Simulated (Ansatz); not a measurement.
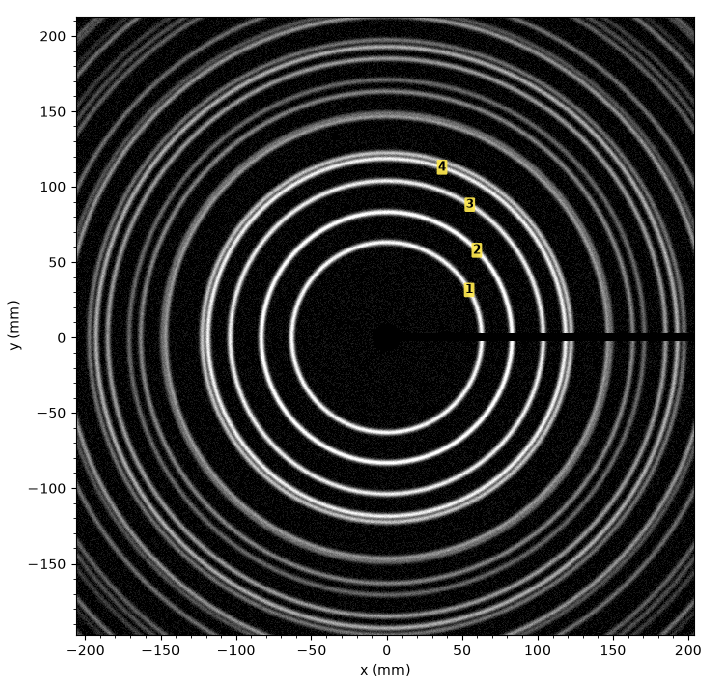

Simulated X-ray powder rings on a flat area detector normal to the beam: λ = 0.4133 Å, sample-to-detector distance 540 mm, axes in mm from the beam centre, for a mixture of two phases. Kinematic intensities with B = 0.3 Å² for all atoms, without absorption; brightness goes as intensity to the power 0.5, clipped at the top, with counting noise. Reflections closer than the ring width show as one ring.

Phase I: Ta (Fd-3m), a = 6.162 Å, b = 6.162 Å, c = 6.162 Å, α = 90.00°, β = 90.00°, γ = 90.00°; the end point of a relaxation with Ansatz, DFT, RPBE, plane waves (420 eV) with PAW, scalar-relativistic; the starting structure was generated, so it need not be a known form of this composition.
Phase II: Ta (Pm-3m), a = 2.708 Å, b = 2.708 Å, c = 2.708 Å, α = 90.00°, β = 90.00°, γ = 90.00°; coordinates from a relaxation with DFT, PBEsol, plane waves (420 eV) with PAW, scalar-relativistic in Ansatz 0.2.0; the starting structure was generated, so it need not be a known form of this composition.
Volume fractions 0.6 and 0.4.

Which rings come from which phase?

| ring | radius | d (Å) | phase | hkl |
| --- | --- | --- | --- | --- |
| 1 | 63.1 mm | 3.56 | I | 111 |
| 2 | 83.2 mm | 2.71 | II | 100 |
| 3 | 103.9 mm | 2.18 | I | 220 |
| 4 | 118.7 mm | 1.915 | II | 110 |
